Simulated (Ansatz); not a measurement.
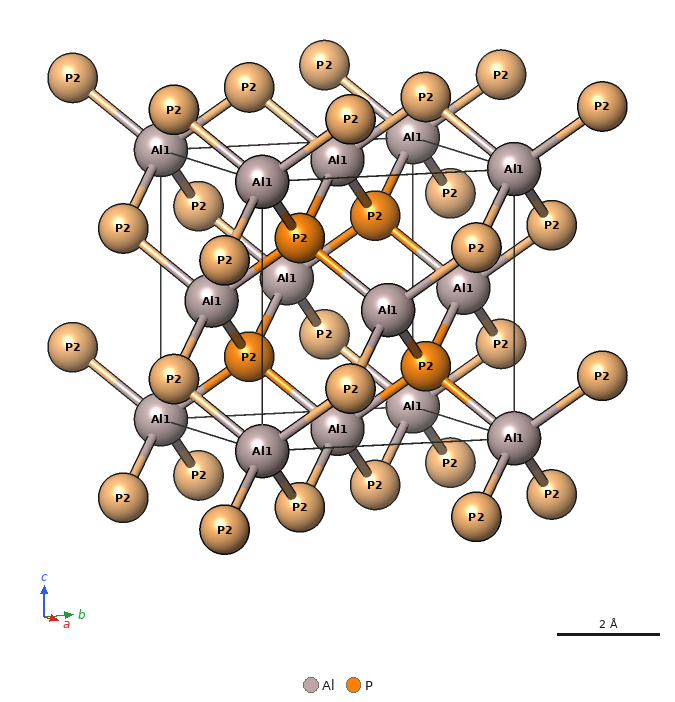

*The input geometry (ball-and-stick view of the cell 4 times as large as that of the calculation, set on its symmetry axes, seen slightly off an axis; neighbours outside the cell are drawn fainter; atoms are numbered from 1 in the order of the input).*

Near neighbours in the crystal (not all of them lie inside the picture): Al has 4 P at 2.31 Å; P has 4 Al at 2.31 Å.

AlP: single-point calculation

The run: single-point calculation of AlP (F-43m, 2 atoms in the cell). Method and program: DFT, PBEsol, paw_fr, spin-orbit coupling (Ansatz 0.2.0).

The structure derives from a Materials Project entry. Figures and captions count atoms from 1; the log counts them from 0 in places.

The program's output
```
Engine: ansatz 0.2.0, x86_64-unknown-linux-gnu
Pseudopotentials: kind: paw_fr
Pseudopotential: Al, paw_fr, valence charge 3, recommended cutoff 420 eV (normal), Al.paw.azcp#standard-fr
Pseudopotential: P, paw_fr, valence charge 5, recommended cutoff 420 eV (normal), P.paw.azcp#standard-fr
Functional definition: PBEsol
  exchange = pbesol_x
  correlation = pbesol_c
non-collinear run that drives no moment, with spin-orbit: no starting moment large enough to seed its density (crystal.atoms[].spin), no starting occupations that ask for one, no magnetisation constraint and no magnetic field, so the semilocal B_xc is pinned to zero
Crystal: 2 atoms, lattice volume = 37.825 Å³
Basis set: ecut = 420 eV, 725 PW (Γ)
Bands: 16, of which v1, the nominal top of the filled ones, is band 8 counted from 1 (7 counted from 0)
Symmetry: 24 space group operations + 24 with time reversal
Magnetic group: BNS 216.75 (UNI 1577), of the structure as read, at distance tolerance 3.4e-5 Å
k-points: 29 of 512 (time reversal used)
Projection manifold: j_resolved (fully-relativistic pseudo-atomic orbitals)
Non-local potential: Al, projectors of the file, l = 0: 2, l = 1: 4, l = 2: 2
Non-local potential: P, projectors of the file, l = 0: 2, l = 1: 4, l = 2: 4
PAW form: soft (Blöchl's): semilocal exchange-correlation on the pseudo side does not see the compensation charge
PAW frozen core: Al, regenerated for the run's functional, and the local potential with it (the file was generated under x = pbe(κ = 0.804, μ = 0.2195149727645171), c = pbe(β = 0.06672455060314922))
PAW frozen core: P, regenerated for the run's functional, and the local potential with it (the file was generated under x = pbe(κ = 0.804, μ = 0.2195149727645171), c = pbe(β = 0.06672455060314922))
PAW one-centre angular grid: Al, 110 points (default); XC on 64 Gauss nodes
PAW one-centre angular grid: P, 110 points (default); XC on 64 Gauss nodes
Initial density: superposition of atomic densities (chi_scale 0.1, normalization cell, long waves kept (reshape's long-wave potential 0.00 eV rms))
Initial wavefunctions: pseudopotential atomic-orbital guess
Functional: x = pbesol(κ = 0.804, μ = 0.12345679012345678), c = pbesol(β = 0.046)
SCF iter   1: F=—  HF=-1266.009539 eV  |F-HF|=—  |Δ(HF+E_count)|=         —  Δρ=4.78e-2  dr2=1.05e0  dr2_m=0.00e0 (ungated)  ethr=3.10e-3  |M|=0.00e0 ∫|m|=0.00e0 μB  |m|>n=0.0e0 m-floor=0.0e0 τ_xc=0.0e0  β_m=0.30  ⟨swp⟩=7.9  Hψ=3813  notcnv=0
preconditioner: auto → none  [insulator: Δε(μ)=1.926 eV  Ē_g=10.539 eV  σ=0.020 eV  W_gap=1.00  n_scr=8 (ndim 8)  ℏωp=17.1 eV  f_vac=0.000  D(μ)=0.00/eV (n_scr^D=0)  ε∞_Penn≈3.6]
SCF iter   2: F=—  HF=-1265.756741 eV  |F-HF|=—  |Δ(HF+E_count)|=   2.53e-1  Δρ=2.88e-2  dr2=2.98e-1  dr2_m=0.00e0 (ungated)  ethr=3.10e-3  |M|=0.00e0 ∫|m|=0.00e0 μB  |m|>n=0.0e0 m-floor=0.0e0 τ_xc=0.0e0  β_m=0.46  ⟨swp⟩=2.9  Hψ=1047  notcnv=0  defer=88
SCF iter   3: F=—  HF=-1265.669271 eV  |F-HF|=—  |Δ(HF+E_count)|=   8.75e-2  Δρ=7.35e-3  dr2=1.31e-2  dr2_m=0.00e0 (ungated)  ethr=3.10e-3  |M|=0.00e0 ∫|m|=0.00e0 μB  |m|>n=0.0e0 m-floor=0.0e0 τ_xc=0.0e0  β_m=0.58  ⟨swp⟩=3.0  Hψ=748  notcnv=0  defer=88
SCF iter   4: F=—  HF=-1265.666066 eV  |F-HF|=—  |Δ(HF+E_count)|=   3.21e-3  Δρ=5.93e-4  dr2=1.03e-4  dr2_m=0.00e0 (ungated)  ethr=1.64e-4  |M|=0.00e0 ∫|m|=0.00e0 μB  |m|>n=0.0e0 m-floor=0.0e0 τ_xc=0.0e0  β_m=0.69  ⟨swp⟩=2.3  Hψ=580  notcnv=0  defer=88
SCF iter   5: F=—  HF=-1265.666047 eV  |F-HF|=—  |Δ(HF+E_count)|=   1.90e-5  Δρ=1.05e-4  dr2=2.31e-6  dr2_m=0.00e0 (ungated)  ethr=1.28e-6  |M|=0.00e0 ∫|m|=0.00e0 μB  |m|>n=0.0e0 m-floor=0.0e0 τ_xc=0.0e0  β_m=0.84  ⟨swp⟩=2.9  Hψ=618  notcnv=0  defer=88
SCF iter   6: F=—  HF=-1265.666047 eV  |F-HF|=—  |Δ(HF+E_count)|=   2.88e-7  Δρ=1.02e-5  dr2=1.78e-8  dr2_m=0.00e0 (ungated)  ethr=1.25e-9  |M|=0.00e0 ∫|m|=0.00e0 μB  |m|>n=0.0e0 m-floor=0.0e0 τ_xc=0.0e0  β_m=0.92  ⟨swp⟩=12.2  Hψ=3011  notcnv=0
SCF iter   7: F=-1265.666047 eV  HF=-1265.666047 eV  |F-HF|=1.57e-11  |Δ(HF+E_count)|=   1.25e-8  Δρ=3.91e-7  dr2=5.41e-11  dr2_m=0.00e0 (ungated)  ethr=2.22e-10  |M|=0.00e0 ∫|m|=0.00e0 μB  |m|>n=0.0e0 m-floor=0.0e0 τ_xc=0.0e0  ⟨swp⟩=1.7  Hψ=1250  notcnv=0
SCF 1 converged in 7 iterations: F = -1265.666047 eV  dr2 = 5.41e-11
  greatest PAW one-centre occupation: 0.780 electrons in one spin orbital (limit 2), on the P atom at site 1 (counted from 0), in its partial waves of l = 0
```

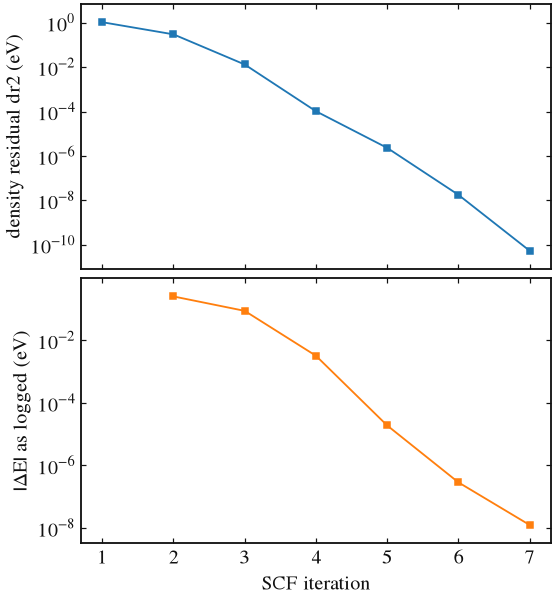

*Convergence of the self-consistent field: density residual dr2 and size of the energy change against the SCF iteration.*

The residual falls at every step.

```
SCF converged after 7 iterations
Magnetization: |M| = 0.0000 μB,  M = (+0.0000, +0.0000, +0.0000) μB
Absolute magnetization: 0.0000 μB (∫|m|)
  site 0: m = (+0.0000, +0.0000, +0.0000) μB, |m| = 0.0000 μB  (R = 0.95 Å)
  site 1: m = (+0.0000, +0.0000, +0.0000) μB, |m| = 0.0000 μB  (R = 0.95 Å)
Free energy (F): -1265.666047 eV
Harris-Foulkes:  -1265.666047 eV  (|F-HF|=1.57e-11)
Internal energy: -1265.666047 eV  (E = F + TS)
E sigma→0 (E₀):  -1265.666047 eV
Fermi energy:    6.375474 eV
--- Per-component energies (eV) ---
  E_band       = 8.610273
  E_kinetic    = 96.148176
  E_local      = -76.711619  (includes V_loc(G=0)·N_el)
  E_nonlocal   = 45.688418
  E_hartree    = 23.268212
  E_xc         = -101.590455
  E_vxc        = -91.343393  (∫ρ·V_xc dr)
  E_paw        = -1009.399915  (= ΣΔE_a)
  E_vpaw       = -11.707696  (= ΣTr[D̂ρ^β])
  E_aug_tail   = 0.000001  (compensation charges beyond the density's cutoff)
  E_ewald      = -243.134187
  E_core_change = 0.065321  (= ΣΔE_core)
  E_smearing   = -0.000000  (= −TS)
  E_closure    = 0.000000  (closes the sum)
  Σ components = -1265.666047   (vs F -1265.666047, Δ=0.00e0)
--- Forces (eV/Å), atoms counted from 1 ---
  atom   1  Al    -0.00000000    -0.00000000    -0.00000000
  atom   2  P      0.00000000    -0.00000000     0.00000000
  max |Σ_I F_I| component: 9.25e-17 eV/Å
--- Stress (GPa, compression-positive) ---
        8.056021       0.000000      -0.000000
       -0.000000       8.056021       0.000000
        0.000000       0.000000       8.056021
  P = ⅓ Tr σ = 8.0560 GPa (80.560 kbar)
--- Band table (eV; the first three rows and the last of 29) ---
  k-point 0: bands = ["-6.2382", "-6.2382", "5.6794", "5.6794", "5.7418", "5.7418", "5.7418", "5.7418", "9.5416", "9.5416", "10.3038", "10.3038", "10.3322", "10.3322", "10.3322", "10.3322"]
  k-point 1: bands = ["-6.0501", "-6.0501", "4.4517", "4.4517", "5.5411", "5.5411", "5.5817", "5.5817", "9.7364", "9.7364", "10.6170", "10.6170", "10.6366", "10.6367", "11.0882", "11.0882"]
  k-point 2: bands = ["-5.5166", "-5.5166", "2.3771", "2.3771", "5.2279", "5.2279", "5.2681", "5.2681", "9.2497", "9.2497", "10.9000", "10.9000", "10.9170", "10.9172", "13.0377", "13.0377"]
  k-point 28: bands = ["-3.5457", "-3.5429", "0.5843", "0.5998", "2.2047", "2.2271", "2.6072", "2.6152", "9.9436", "9.9437", "11.7911", "11.7936", "11.9597", "11.9794", "12.2464", "12.2573"]
```

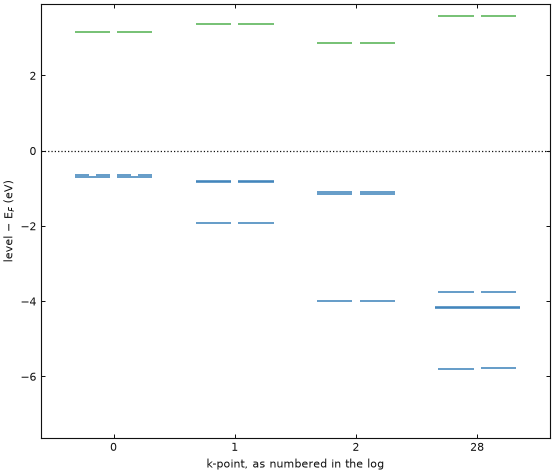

*Kohn–Sham levels near the Fermi level (dotted) at the few k-points that the log prints; levels within 0.02 eV of each other stand side by side.*

Among these points the highest filled and lowest empty levels are 3.51 eV apart; the gap on the full mesh, 1.27 eV, has an edge at a point that isn't printed.

This output came from the following input.

Input file
```yaml
crystal:
  lattice:
    - [0.0, 2.664291116, 2.664291116]
    - [2.664291116, 0.0, 2.664291116]
    - [2.664291116, 2.664291116, 0.0]
  atoms:
    - { symbol: Al, position: [0.0, 0.0, 0.0] }
    - { symbol: P, position: [0.75, 0.75, 0.75] }
basis:
  ecutwfc: 420
  xc_grid: 1
kpoints:
  mp_grid: { grid: [8, 8, 8] }
hamiltonian:
  xc: pbesol
  pseudopotentials: { kind: paw_fr }
scf:
  occupations: { method: gaussian, width: 0.02 }
output:
  forces: true
  eigenvalues: true
  stress: true
magnetization:
  noncollinear: true
  spin_orbit: true
```

Command:
```bash
ansatz run input.yaml --threads 1 --pin off --max-ram 2560MiB --backend cpu --events-out ev --progress --plain --runs-dir out
```

Summary

- outcome: converged
- space group (tolerance 0.01 Å): F-43m (216)
- electrons treated: 8
- free energy: −1265.6660 eV
- Fermi energy: 6.375 eV
- gap on the k-point mesh: 1.27 eV
- net moment of the cell: 0.00 μB
- integrated absolute moment: 0.00 μB
- pressure: 8.06 GPa
- largest force (length of the vector): under 0.001 eV/Å
- hardware: 1 thread of Intel Xeon (Granite Rapids), 32 GiB of memory available, shared host
- wall time: 2.3 s
- peak memory: 0.4 GiB

Remarks

Settings chosen away from the usual ones: hamiltonian.pseudopotentials set to {"kind": "paw_fr"}; magnetization set to {"noncollinear": true, "spin_orbit": true}; basis.xc_grid set to 1. The cell is under a pressure of 8.1 GPa at this level, so it is not at its equilibrium volume.
